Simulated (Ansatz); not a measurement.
**Wannier-function calculation, with input and output: BeS**

The run: Wannier-function calculation of BeS (Pm-3m, 2 atoms in the cell). Method and program: maximally localised Wannier functions of r2SCAN bands, plane waves, PAW, no spin polarisation (Ansatz 0.2.0).

The structure was built on a prototype by a generator. The geometry comes from this level: r2SCAN. It belongs to a series of runs on one base structure; here: anion s p.

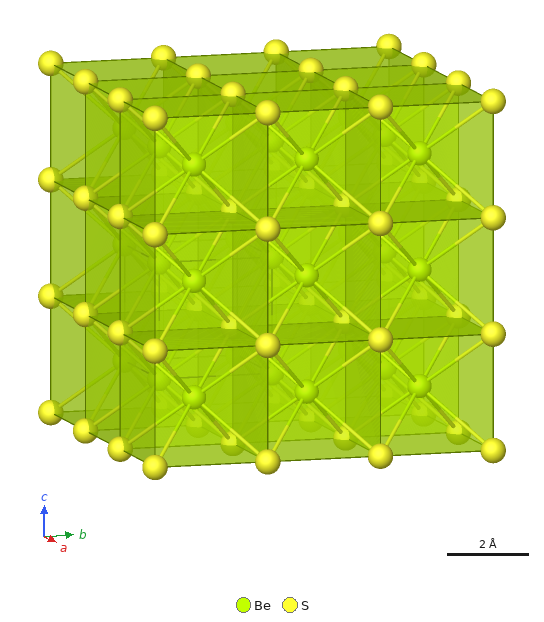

*The input geometry (polyhedral view of the cell of the calculation, repeated 2 × 2 × 2, seen slightly off an axis; polyhedra are completed across the faces of the cell).*

## Input file
```yaml
crystal:
  lattice:
    - [2.9413850405, 0.0, 0.0]
    - [0.0, 2.9413850405, 0.0]
    - [0.0, 0.0, 2.9413850405]
  atoms:
    - { symbol: Be, position: [0.0, 0.0, 0.0] }
    - { symbol: S, position: [0.5, 0.5, 0.5] }
kpoints:
  mp_grid: { grid: [6, 6, 6] }
  band_path:
    path:
      - [[0.0, 0.0, 0.0], [-4.190701569998e-52, 0.5, -5.456414574231e-36], [0.5, 0.5, -8.73026331877e-35], [0.0, 0.0, 0.0], [0.5, 0.5, 0.5], [-4.190701569998e-52, 0.5, -5.456414574231e-36]]
      - [[0.5, 0.5, 0.5], [0.5, 0.5, -8.73026331877e-35]]
    npoints: 10
hamiltonian:
  xc: r2scan
scf:
  occupations: { method: fermi_dirac, width: 0.02 }
  n_extra_bands: 6
output:
  forces: false
  stress: false
  eigenvalues: true
  wannier:
    kmesh: [6, 6, 6]
    projections: [{ species: S, l: s, shell: 3 }, { species: S, l: p, shell: 3 }]
    minimise: true
    write_hr: true
    conv_tol: 1.0e-08
    max_iter: 3000
  write_density: true
  write_potential: true
  elf: true
  volumetric_format: npy
```

## File wannier.win
```
! ansatz wannier90 interface
! projections by site (counted from 0) and shell: 1 3S, 1 3P
! states of the run's bands (counted from 1): 1-1, combinations of 2-5
! their least projectability: 0.8926
num_bands = 4
num_wann  = 4
num_iter  = 2000
conv_tol = 1e-8
conv_window = 5
guiding_centres = true
write_hr = true

begin unit_cell_cart
Ang
             2.9413850405                      0.0                      0.0
                      0.0             2.9413850405                      0.0
                      0.0                      0.0             2.9413850405
end unit_cell_cart

begin atoms_frac
Be                       0.0                      0.0                      0.0
S                        0.5                      0.5                      0.5
end atoms_frac

mp_grid = 6 6 6
```

Hardware: 4 threads of Arm Neoverse N1, 98 GiB of memory available, shared host.

Launch command:
```bash
ansatz run input.yaml --threads 4 --pin off --max-ram 3686MiB --backend cpu --events-out ev --progress --plain --runs-dir out
```

## The program's output
```
scf.n_extra_bands = 6 over 4 filled bands (N_el = 8.0): the run solves 10 bands
Engine: ansatz 0.2.0, aarch64-unknown-linux-gnu
Pseudopotentials: kind: paw
Pseudopotential: Be, paw, valence charge 2, recommended cutoff 500 eV (meta_gga), Be.paw.azcp
Pseudopotential: S, paw, valence charge 6, recommended cutoff 500 eV (meta_gga), S.paw.azcp
Functional definition: r2SCAN
  parameter k0 = 0.174
  parameter k1 = 0.065
  parameter a1 = 4.9479
  exchange = r2scan_x(k0 = k0, k1 = k1, a1 = a1)
  correlation = r2scan_c
Crystal: 2 atoms, lattice volume = 25.448 Å³
Basis set: ecut = 500 eV, 619 PW (Γ), exchange–correlation on 96×96×96 points (64 copies of the dense FFT grid, shifted against one another)
Bands: 10, of which v1, the nominal top of the filled ones, is band 4 counted from 1 (3 counted from 0)
Symmetry: 48 space group operations
Space group: Pm-3m (ITA 221), of the structure as read, at distance tolerance 2.9e-5 Å
k-points: 20 of 216
Non-local potential: Be, projectors of the file, l = 0: 2, l = 1: 2, l = 2: 1
Non-local potential: S, projectors of the file, l = 0: 2, l = 1: 2, l = 2: 2
PAW form: soft (Blöchl's): semilocal exchange-correlation on the pseudo side does not see the compensation charge
PAW frozen core: Be, regenerated for the run's functional (the file was generated under x = pbe(κ = 0.804, μ = 0.2195149727645171), c = pbe(β = 0.06672455060314922))
PAW frozen core: S, regenerated for the run's functional (the file was generated under x = pbe(κ = 0.804, μ = 0.2195149727645171), c = pbe(β = 0.06672455060314922))
PAW one-centre angular grid: Be, 302 points (default); XC on 255 of its mesh's 2635 points in the sphere
PAW one-centre angular grid: S, 302 points (default); XC on 160 Gauss nodes
Initial density: superposition of atomic densities (neutral atoms: chi_scale 0, normalization atom), corrected by the library's trained network
Initial wavefunctions: pseudopotential atomic-orbital guess
Functional: x = r2scan, c = r2scan; τ floored in thin density (d = 2e-4 eV/Å³)
SCF iter   1: F=—  HF=-998.110834 eV  |F-HF|=—  |Δ(HF+E_count)|=         —  Δρ=5.22e-3  dr2=3.61e-3  dr2_τ=1.03e-2  ethr=1.77e-3  ⟨swp⟩=7.5  Hψ=1502  notcnv=0
preconditioner: auto → none  [metal: Δε(μ)=0.011 eV  Ē_g=14.647 eV  σ=0.020 eV  W_gap=0.13  n_scr=6 (ndim 8)  ℏωp=20.8 eV  f_vac=0.000  D(μ)=3.43/eV (n_scr^D=56)  sad-step TF]
SCF iter   2: F=—  HF=-998.179939 eV  |F-HF|=—  |Δ(HF+E_count)|=   6.91e-2  Δρ=5.34e-3  dr2=8.17e-3  dr2_τ=2.89e-4  ethr=4.51e-5  ⟨swp⟩=2.1  Hψ=537  notcnv=0  defer=26
SCF iter   3: F=—  HF=-998.179322 eV  |F-HF|=—  |Δ(HF+E_count)|=   6.17e-4  Δρ=3.01e-3  dr2=1.88e-3  dr2_τ=2.67e-5  ethr=4.51e-5  ⟨swp⟩=2.9  Hψ=330  notcnv=0  defer=26
SCF iter   4: F=—  HF=-998.180203 eV  |F-HF|=—  |Δ(HF+E_count)|=   8.81e-4  Δρ=1.66e-3  dr2=1.21e-3  dr2_τ=4.26e-5  ethr=2.35e-5  ⟨swp⟩=2.0  Hψ=349  notcnv=0  defer=26
SCF iter   5: F=—  HF=-998.179993 eV  |F-HF|=—  |Δ(HF+E_count)|=   2.10e-4  Δρ=8.16e-4  dr2=2.92e-4  dr2_τ=2.87e-6  ethr=1.52e-5  ⟨swp⟩=1.1  Hψ=176  notcnv=0  defer=26
SCF iter   6: F=—  HF=-998.179950 eV  |F-HF|=—  |Δ(HF+E_count)|=   4.32e-5  Δρ=3.73e-4  dr2=6.08e-5  dr2_τ=1.05e-6  ethr=3.65e-6  ⟨swp⟩=1.1  Hψ=176  notcnv=0  defer=26
SCF iter   7: F=—  HF=-998.179944 eV  |F-HF|=—  |Δ(HF+E_count)|=   6.51e-6  Δρ=1.47e-4  dr2=9.41e-6  dr2_τ=1.98e-7  ethr=7.60e-7  ⟨swp⟩=1.9  Hψ=224  notcnv=0  defer=26
SCF iter   8: F=—  HF=-998.179943 eV  |F-HF|=—  |Δ(HF+E_count)|=   1.18e-6  Δρ=4.08e-5  dr2=7.26e-7  dr2_τ=1.91e-8  ethr=1.18e-7  ⟨swp⟩=2.1  Hψ=247  notcnv=0  defer=26
SCF iter   9: F=-998.179942 eV  HF=-998.179942 eV  |F-HF|=1.19e-8  |Δ(HF+E_count)|=   9.23e-8  Δρ=7.64e-6  dr2=2.53e-8  dr2_τ=6.94e-10  ethr=1.25e-9  ⟨swp⟩=5.0  Hψ=864  notcnv=0
SCF 1 converged in 9 iterations: F = -998.179942 eV  dr2 = 2.53e-8
  greatest PAW one-centre occupation: 0.893 electrons in one spin orbital (limit 2), on the S atom at site 1 (counted from 0), in its partial waves of l = 0
NSCF: frozen V_eff on 62 k-points
NSCF: frozen V_eff on 23 k-points
the Wannier pass solved 23 of the 216 points of its mesh, and has the states at the others by symmetry: states obtained by the crystal's operations at points that were solved too leave a residual of 1.20e-13 eV (read by the count's bands and the next), within 4.76e-6 eV
NSCF: frozen V_eff on 23 k-points
the Wannier pass solved 23 of the 216 points of its mesh, and has the states at the others by symmetry: states obtained by the crystal's operations at points that were solved too leave a residual of 2.44e-13 eV (read by the count's bands and the next), within 4.76e-6 eV
SCF converged after 9 iterations
Free energy (F): -998.179942 eV
Harris-Foulkes:  -998.179942 eV  (|F-HF|=1.19e-8)
Internal energy: -998.176794 eV  (E = F + TS)
E sigma→0 (E₀):  -998.178368 eV
Entropy (-TS):   -0.003148 eV (-1.574 meV/atom)
Fermi energy:    8.825404 eV
--- Per-component energies (eV) ---
  E_band       = 16.692365
  E_kinetic    = 124.443677
  E_local      = -77.018364  (includes V_loc(G=0)·N_el)
  E_nonlocal   = 32.292658
  E_hartree    = 26.646622
  E_xc         = -109.514100
  E_vxc        = -115.954758  (∫ρ·V_xc dr)
  E_paw        = -669.993024  (= ΣΔE_a)
  E_vpaw       = -5.992731  (= ΣTr[D̂ρ^β])
  E_aug_tail   = 0.000001  (compensation charges beyond the density's cutoff)
  E_vtau       = 5.627139  (kinetic-family band-sum trace: ∫τ·v_τ [+ j·A + Jᵃ·Aᵃ] dr)
  E_ewald      = -324.912471
  E_core_change = -0.121794  (= ΣΔE_core)
  E_smearing   = -0.003148  (= −TS)
  E_closure    = -0.000000  (closes the sum)
  Σ components = -998.179942   (vs F -998.179942, Δ=0.00e0)
--- Band table (eV; the first three rows and the last of 20) ---
  k-point 0: bands = ["-8.0887", "6.9761", "6.9761", "6.9761", "10.8646", "14.2229", "14.2229", "19.7780", "19.7780", "19.7780"]
  k-point 1: bands = ["-7.7334", "4.4360", "7.3112", "7.3112", "11.6874", "14.6587", "16.6411", "18.2673", "18.2673", "19.3451"]
  k-point 2: bands = ["-6.8201", "1.2227", "8.1626", "8.1626", "12.4343", "15.7565", "15.7565", "15.8540", "16.9941", "22.9984"]
  k-point 19: bands = ["-2.5515", "4.1045", "4.1045", "4.1045", "8.4336", "8.4336", "8.4336", "13.1625", "30.1892", "30.1892"]
Wannier search: line search 1 of at most 3000: gauge-dependent spread (as the search counts it) 1.9600933 Å², largest recent change 1.3e-1 Å² and fall left 2.7e-4 Å² against conv_tol 1.0e-8 Å², 0 stops escaped
```

## File rho_z.tsv
```
# z_ang	rho[e/angstrom^3]
# format = ansatz-planar-average/11
# lattice	2.941385041	0.000000000	0.000000000
# lattice	0.000000000	2.941385041	0.000000000
# lattice	0.000000000	0.000000000	2.941385041
# sites	2
# site	4	0.000000000	0.000000000	0.000000000
# site	16	1.470692520	1.470692520	1.470692520
0.000000	1.408460e-1
0.122558	1.463387e-1
0.245115	1.625448e-1
0.367673	1.889364e-1
0.490231	2.252750e-1
0.612789	2.712289e-1
0.735346	3.242930e-1
0.857904	3.777492e-1
0.980462	4.216822e-1
1.103019	4.480006e-1
1.225577	4.561508e-1
1.348135	4.539370e-1
1.470693	4.516436e-1
1.593250	4.539370e-1
1.715808	4.561508e-1
1.838366	4.480006e-1
1.960923	4.216822e-1
2.083481	3.777492e-1
2.206039	3.242930e-1
2.328596	2.712289e-1
2.451154	2.252750e-1
2.573712	1.889364e-1
2.696270	1.625448e-1
2.818827	1.463387e-1
```

## File v_z.tsv
```
# z_ang	v_es[eV]	v_tot[eV]
# format = ansatz-planar-average/11
# xc	r2scan
# density_cutoff_ev	2000
# datasets	Be=:simpson_from_first_knot:soft:shift=0	S=:simpson_from_first_knot:soft:shift=0
# lattice	2.941385041	0.000000000	0.000000000
# lattice	0.000000000	2.941385041	0.000000000
# lattice	0.000000000	0.000000000	2.941385041
# sites	2
# site	4	0.000000000	0.000000000	0.000000000
# site	16	1.470692520	1.470692520	1.470692520
0.000000	1.879639e0	-7.440384e0
0.122558	2.169925e0	-6.901716e0
0.245115	2.941470e0	-6.429947e0
0.367673	3.956506e0	-6.043991e0
0.490231	4.928338e0	-5.528557e0
0.612789	5.449966e0	-5.700411e0
0.735346	5.059531e0	-6.616864e0
0.857904	3.835290e0	-8.412034e0
0.980462	2.385732e0	-1.023708e1
1.103019	1.212196e0	-1.165283e1
1.225577	4.929396e-1	-1.265706e1
1.348135	1.421640e-1	-1.318978e1
1.470693	3.928248e-2	-1.341929e1
1.593250	1.421640e-1	-1.318978e1
1.715808	4.929396e-1	-1.265706e1
1.838366	1.212196e0	-1.165283e1
1.960923	2.385732e0	-1.023708e1
2.083481	3.835290e0	-8.412034e0
2.206039	5.059531e0	-6.616864e0
2.328596	5.449966e0	-5.700411e0
2.451154	4.928338e0	-5.528557e0
2.573712	3.956506e0	-6.043991e0
2.696270	2.941470e0	-6.429947e0
2.818827	2.169925e0	-6.901716e0
```

## File wannier.spreads.toml
```
omega_i_ang2 = 4.9172987583275045
omega_d_ang2 = 0.0005121929075104384
omega_od_ang2 = 1.121232900835556
omega_total_ang2 = 6.039043852070571
least_projectability = 0.8926324825467803
b_vectors_match_mmn = true
n_iter = 45
converged = true
rejected_fitted_steps = 0

[[wannier]]
r = [1.1707304183292686, 1.1708884704343636, 1.170842640177746]
spread = 1.467827960507476

[[wannier]]
r = [1.9524058865727483, 1.3828406309006058, 1.3828368731801084]
spread = 1.5237170394506618

[[wannier]]
r = [1.3829509348927114, 1.3828929370033567, 1.9524227208752665]
spread = 1.5237462654695673

[[wannier]]
r = [1.382962521447084, 1.9524323204414054, 1.3829508472734482]
spread = 1.5237525866434112

[[curvature_check]]
after_line_search = 8
omega_tilde_before_ang2 = 1.959477739433948
krylov_steps = 25
lowest_ritz_value_ang2 = -2.3101931347539844
residual_ang2 = 2.4979681486824837e-9
settled = true
first_negative_step = 3
curvature_along_ang2 = -2.3101931347466915
angle_rad = 1.0930463051589794
omega_tilde_after_ang2 = 1.2223379917108805
outcome = "escaped"

[[curvature_check]]
after_line_search = 45
omega_tilde_before_ang2 = 1.1217450937430664
krylov_steps = 28
lowest_ritz_value_ang2 = 0.028873234297062688
residual_ang2 = 5.804468301033125e-11
settled = true
outcome = "no-negative-curvature"
```

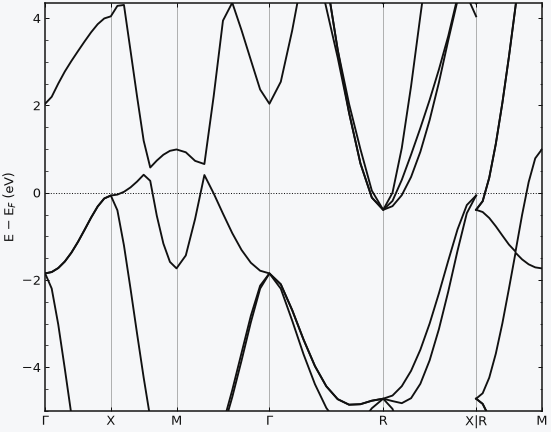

*Band structure along Γ–X–M–Γ–R–X|R–M, with energies from the Fermi level.*

Bands cross the Fermi level: a metal at this level of theory.

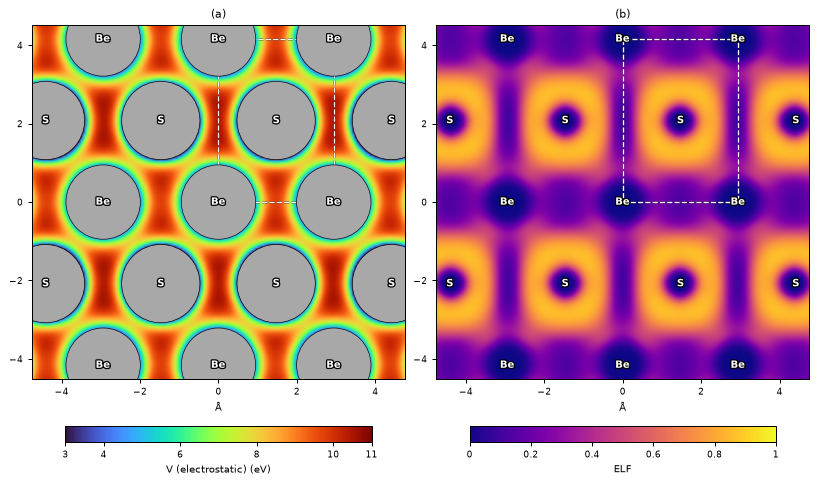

*(a) electrostatic potential (local pseudopotential plus Hartree) felt by an electron; (b) electron localisation function on the (011̄) plane of the conventional cell. Grey discs, where drawn, cover atomic cores.*

Atoms in the plane: Be and S. Be–S (2.55 Å): the ELF is about 0.65 at the midpoint. Outside the cores the potential energy rises away from the atoms and is highest about 1.5 Å from the nearest atoms; outside the discs it spans about 7 eV, and its zero is arbitrary. In a PAW calculation such maps are meaningful between the atoms, not at the nuclei.

## Key numbers

| quantity | value |
| --- | --- |
| outcome | converged |
| space group (tolerance 0.01 Å) | Pm-3m (221) |
| electrons treated | 8 |
| free energy | −998.1799 eV |
| total spread of the Wannier functions | 6.039 Å² |
| Fermi energy | 8.825 eV |
| band gap | none (metallic) |
| wall time | 2.5 s (CPU time 7.2 s) |
| peak memory | 0.3 GiB |

The program warns: the eigensolver left some states unconverged.
